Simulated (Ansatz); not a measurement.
# GaSe$_{3}$: what the fields show

Input

```
crystal:
  lattice:
    - [-3.9220826844, 3.9220826844, 3.0210791413]
    - [3.9220826844, -3.9220826844, 3.0210791413]
    - [3.9220826844, 3.9220826844, -3.0210791413]
  atoms:
    - { symbol: Ga, position: [0.25, 0.75, 0.5] }
    - { symbol: Ga, position: [0.75, 0.25, 0.5] }
    - { symbol: Se, position: [0.25, 0.25, 0.0] }
    - { symbol: Se, position: [0.75, 0.75, 0.0] }
    - { symbol: Se, position: [0.6740160085, 0.1740160085, 0.8480320169] }
    - { symbol: Se, position: [0.3259839915, 0.8259839915, 0.1519679831] }
    - { symbol: Se, position: [0.1740160085, 0.3259839915, 0.5] }
    - { symbol: Se, position: [0.8259839915, 0.6740160085, 0.5] }
basis:
  ecutwfc: 420
kpoints:
  mp_grid: { grid: [8, 8, 8] }
hamiltonian:
  xc: pbe
scf:
  occupations: { method: gaussian, width: 0.1 }
output:
  forces: true
  stress: true
  eigenvalues: true
  write_density: true
  write_potential: true
  elf: true
  volumetric_format: npy
relax:
  adjacent_minimum: "off"
  f_tol: 0.01
  max_steps: 80
  cell: { stress_tol: 0.05 }
```

Run with:

```sh
ansatz run input.yaml --threads 1 --pin off --max-ram 2560MiB --backend cpu --events-out ev --progress --plain --runs-dir out
```

Below, planes, directions and counts refer to the conventional cell (a = 7.74 Å, b = 7.74 Å, c = 6.13 Å, α = 90.00°, β = 90.00°, γ = 90.00°).

The fields are those of the run's last geometry, not of the input's.

Space group I4/mcm; a structure generated by program, which may or may not match a known phase.

Computed with Ansatz 0.2.0, DFT PBE, scalar-relativistic, plane waves, PAW.

In a PAW calculation such maps are meaningful between the atoms, not at the nuclei.

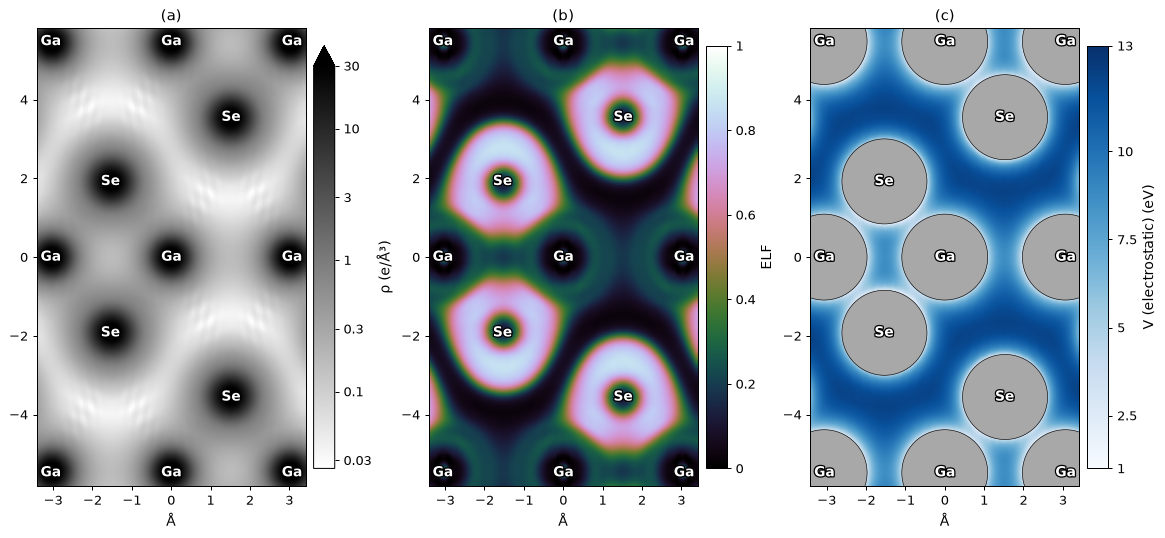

Figure 1. (a) valence charge density (pseudo); (b) electron localisation function; (c) electrostatic potential energy of an electron on the (110) plane of the conventional cell. Grey discs cover the atomic cores in the potential map.

**What do the fields say about this system?**

- Atoms in the plane: Ga and Se.
- Ga–Se (2.46 Å): ρ is about 0.51 e/Å³ halfway; the ELF is about 0.70 at the midpoint.
- Between the atoms the lowest density in this plane is 0.03 e/Å³.
- The ELF also peaks beside Se, away from the bonds: lone-pair regions.
- Outside the cores the potential energy rises away from the atoms and is highest about 1.9 Å from the nearest atoms; its zero is arbitrary.

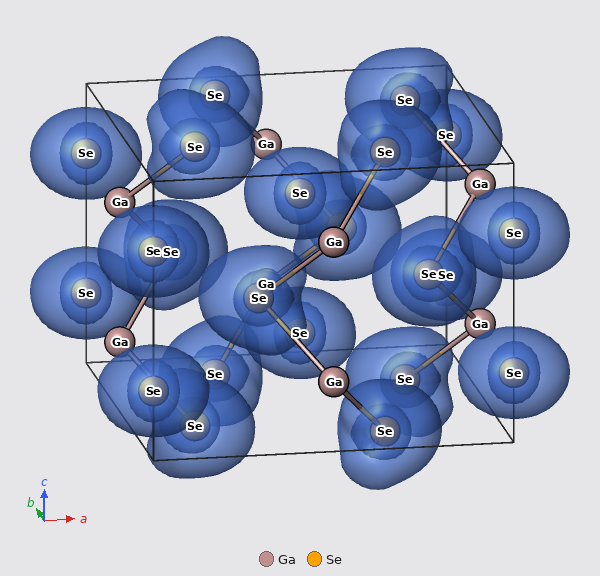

Figure 2. Isosurface of the ELF at 0.7 (blue), seen at an oblique angle. Only the valence region is drawn (cores and ρ < 0.01 e/Å³ removed). Sticks mark near contacts.

**Describe the localisation domains.**

At this value the surface marks out eight regions on Se in which the atom's valence shell and bonds are merged and four regions wrapped around Se (the valence shell of each), counted in one cell of 16 atoms. Any copies at cell faces, edges or corners count once.

**Metal or insulator at this level of theory?**

It is metallic or semimetallic at this level of theory: no gap opens.
